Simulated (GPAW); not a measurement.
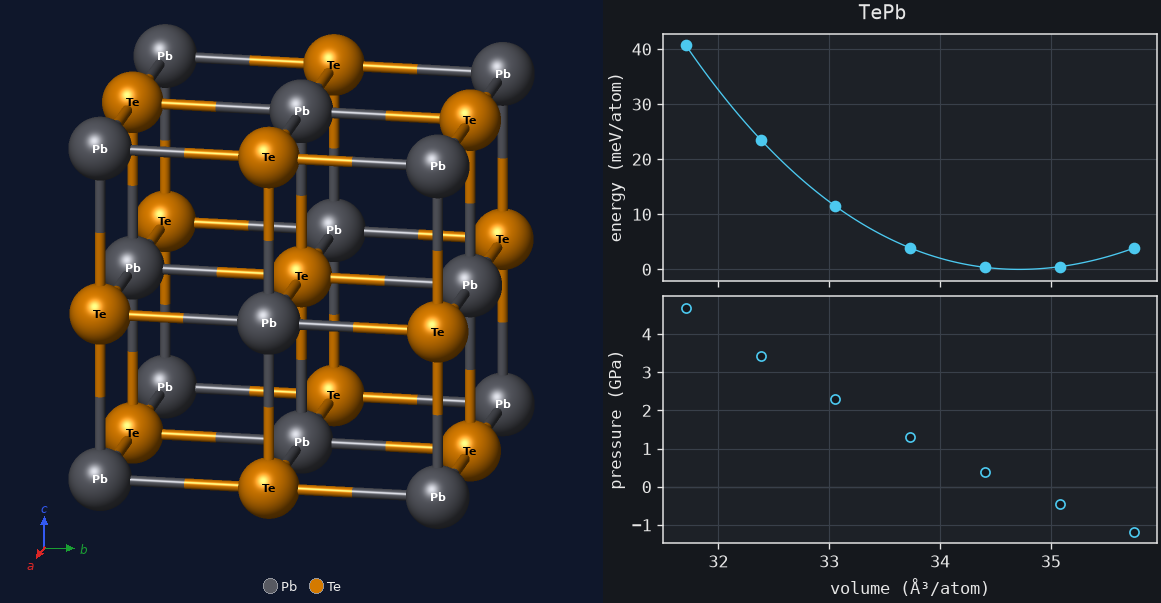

The figure shows the energy and pressure against volume for TePb, space group Fm-3m (No. 225). The conventional cell is drawn beside the plot.

Cell as given: a = 4.569 Å, b = 4.569 Å, c = 4.569 Å, α = 60.00°, β = 60.00°, γ = 60.00°; 2 atoms.

Computed with GPAW 26.7.0: PAW DFT in plane waves, on a grid or in atomic orbitals, no spin polarisation; energies at scaled volumes of the given cell, shape and fractions fixed, counted from the fit's minimum, third-order Birch-Murnaghan fit. Level: r2SCAN.

k mesh 7×7×7; occupations Fermi–Dirac; smearing width 0.05 eV; potentials GPAW PAW data sets (gpaw data 1.2.1); wave cutoff 600 eV; program settings basis pw.

Q: Give the fitted equation-of-state parameters.

A: A third-order Birch–Murnaghan fit gives V0 = 34.72 Å³/atom, B0 = 42.4 GPa and B′ = 4.4.

Q: Read off the course of the pressure.

A: It falls from 4.69 GPa at volume 31.71 Å³/atom to −1.18 GPa at 35.75 Å³/atom, and changes sign near 34.72 Å³/atom.

Keep in mind: spin-orbit coupling left out, heavy elements.
